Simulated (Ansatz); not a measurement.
**HfB₃: density, localisation and related maps**

The calculation's input:

```
crystal:
  lattice:
    - [-2.2723359183, 2.2723359183, 2.2723359183]
    - [2.2723359183, -2.2723359183, 2.2723359183]
    - [2.2723359183, 2.2723359183, -2.2723359183]
  atoms:
    - { symbol: Hf, position: [0.0, 0.0, 0.0] }
    - { symbol: B, position: [0.0, 0.5, 0.5] }
    - { symbol: B, position: [0.5, 0.0, 0.5] }
    - { symbol: B, position: [0.5, 0.5, 0.0] }
basis:
  ecutwfc: 420
kpoints:
  mp_grid: { grid: [14, 14, 14] }
hamiltonian:
  xc: pbe
scf:
  occupations: { method: gaussian, width: 0.1 }
output:
  forces: true
  stress: true
  eigenvalues: true
  write_density: true
  write_potential: true
  elf: true
  volumetric_format: npy
relax:
  adjacent_minimum: "off"
  f_tol: 0.01
  max_steps: 80
  cell: { stress_tol: 0.05 }
```

Run with:

```sh
ansatz run input.yaml --threads 1 --pin off --max-ram 2560MiB --backend cpu --events-out ev --progress --plain --runs-dir out
```

Below, planes, directions and counts refer to the conventional cell (a = 4.56 Å, b = 4.56 Å, c = 4.56 Å, α = 90.00°, β = 90.00°, γ = 90.00°).

The fields are those of the relaxed geometry.

Space group Im-3m; a structure generated by program, which may or may not match a known phase; computed without spin polarisation.

Level of theory: DFT PBE, scalar-relativistic, plane waves, PAW in Ansatz 0.2.0.

The density is the valence pseudo-density of a PAW calculation; it isn't the true density close to the nuclei.

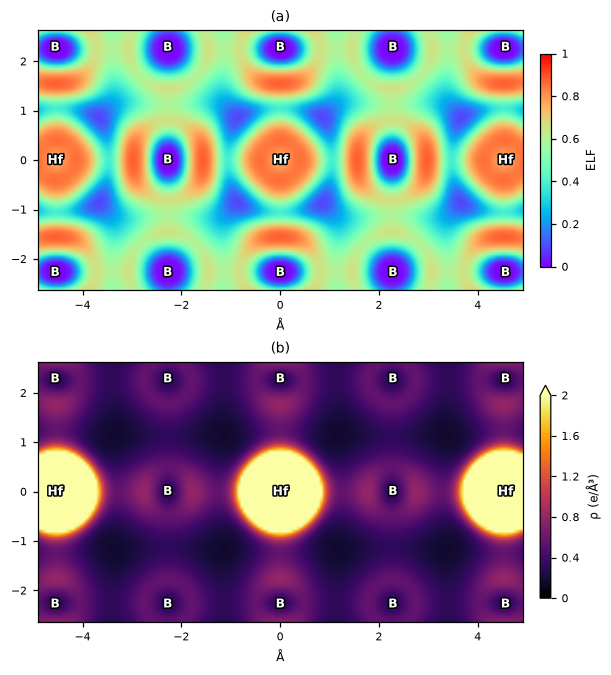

Figure 1. (a) electron localisation function; (b) valence charge density (pseudo) on the (001) plane of the conventional cell.

Interpret the plot.

- The section cuts through Hf and B sites.
- Hf–B (2.28 Å): ρ at the midpoint is about 0.61 e/Å³; the ELF peaks at about 0.90 in the valence shell of B, 0.7 Å from its nucleus, and is about 0.40 at the midpoint.
- Between the atoms the lowest density in this plane is 0.17 e/Å³.
- The features right at Hf lie inside the PAW spheres, where the map follows smoothed inner orbitals and isn't to be read closely.

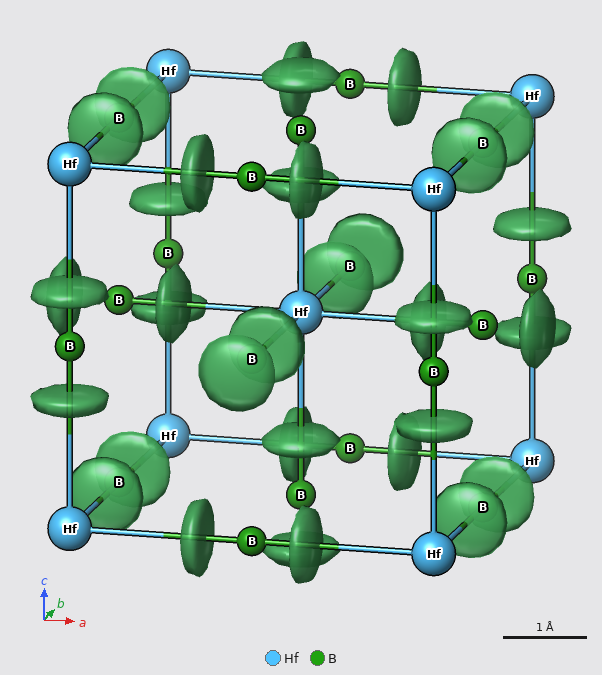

Figure 2. Isosurface of the electron localisation function at 0.8 (green), seen slightly off an axis. Core shells and regions of very low density are left out. Sticks mark near contacts.

Where are the electrons localised?

The ELF exceeds this value in twelve lobes of the valence shell of B pointing towards Hf (polar bonds), counted in one cell of 8 atoms. Regions shared between cells count once.

Metal or insulator at this level of theory?

It is gapless in this calculation (a metal or semimetal).
